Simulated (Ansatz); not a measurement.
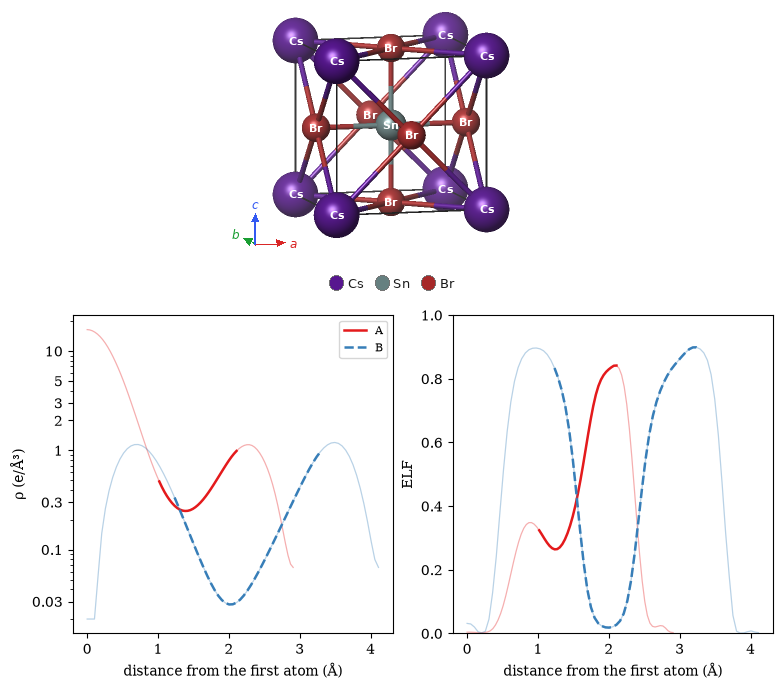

*CsSnBr3. Valence charge density (pseudo) and ELF along straight lines between neighbouring atoms. Thin, pale parts lie inside the atomic spheres. The structure is drawn too.*

Space group Pm-3m; a structure from a database of computed crystals, not necessarily the ambient phase.

Theory: Ansatz 0.2.0, DFT PBE+D3(BJ), scalar-relativistic, plane waves, PAW.

In a PAW calculation such maps are meaningful between the atoms, not at the nuclei.

Input

```
crystal:
  lattice:
    - [5.8952858325, 0.0, 0.0]
    - [0.0, 5.8952858325, 0.0]
    - [0.0, 0.0, 5.8952858325]
  atoms:
    - { symbol: Cs, position: [0.0, 0.0, 0.0] }
    - { symbol: Sn, position: [0.5, 0.5, 0.5] }
    - { symbol: Br, position: [0.5, 0.0, 0.5] }
    - { symbol: Br, position: [0.5, 0.5, 0.0] }
    - { symbol: Br, position: [0.0, 0.5, 0.5] }
basis:
  ecutwfc: 420
kpoints:
  mp_grid: { grid: [6, 6, 6] }
hamiltonian:
  xc: pbe
  dispersion: d3bj
scf:
  occupations: { method: gaussian, width: 0.02 }
output:
  forces: true
  stress: true
  eigenvalues: true
  write_density: true
  write_potential: true
  elf: true
  volumetric_format: npy
relax:
  adjacent_minimum: "off"
  f_tol: 0.005
  max_steps: 50
  cell: { stress_tol: 0.05 }
```

Command:

```sh
ansatz run input.yaml --threads 1 --pin off --max-ram 2560MiB --backend cpu --events-out ev --progress --plain --runs-dir out
```

Below, planes, directions and counts refer to the conventional cell (a = 5.81 Å, b = 5.81 Å, c = 5.81 Å, α = 90.00°, β = 90.00°, γ = 90.00°).

The fields are those of the relaxed geometry.

> Which curve belongs to which contact (Cs–Br and Sn–Br)? The first atom named is at distance zero.

Curve A: Sn–Br (2.91 Å): ρ at the midpoint is about 0.25 e/Å³; the ELF is about 0.35 at the midpoint. Curve B: Cs–Br (4.11 Å): ρ is about 0.03 e/Å³ halfway; the ELF is about 0 at the midpoint (a largely ionic contact).
